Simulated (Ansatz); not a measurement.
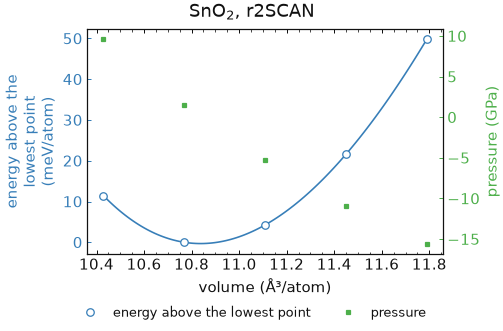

Method: equation of state of a cubic crystal from periodic Kohn-Sham density functional theory without spin, third-order Birch-Murnaghan fit to the free energies; pressure corrected for the finite basis (Ansatz 0.2.0 development build). Level: r2SCAN.

structure type fluorite; atoms in cell 3; space group number 225; lattice centring face-centred primitive; k mesh 12×12×12; occupation method Fermi–Dirac; occupation width 0.1 eV; wave cutoff 500 eV; datasets soft-1 PAW; density tolerance 1e−07 eV; bands 17; density cutoff ratio 4; search for lower states default.

Caption: Energy above the lowest point and pressure against volume for SnO₂, space group Fm-3m (No. 225) (one of a set of cubic test structures, which need not be the stable phase).

A third-order Birch–Murnaghan fit gives V0 = 10.84 Å³/atom, B0 = 227 GPa and B′ = 4.8. The energy above the lowest point is 11.5 meV/atom at volume 10.43 Å³/atom and 49.8 meV/atom at 11.79 Å³/atom; the lowest computed point is at volume 10.77 Å³/atom (0.0 meV/atom), and no other minimum shows. The pressure falls from 9.6 GPa at volume 10.43 Å³/atom to −15.6 GPa at 11.79 Å³/atom, and changes sign near 10.84 Å³/atom.

Limits of the calculation: cubic model structure, not the ambient form.
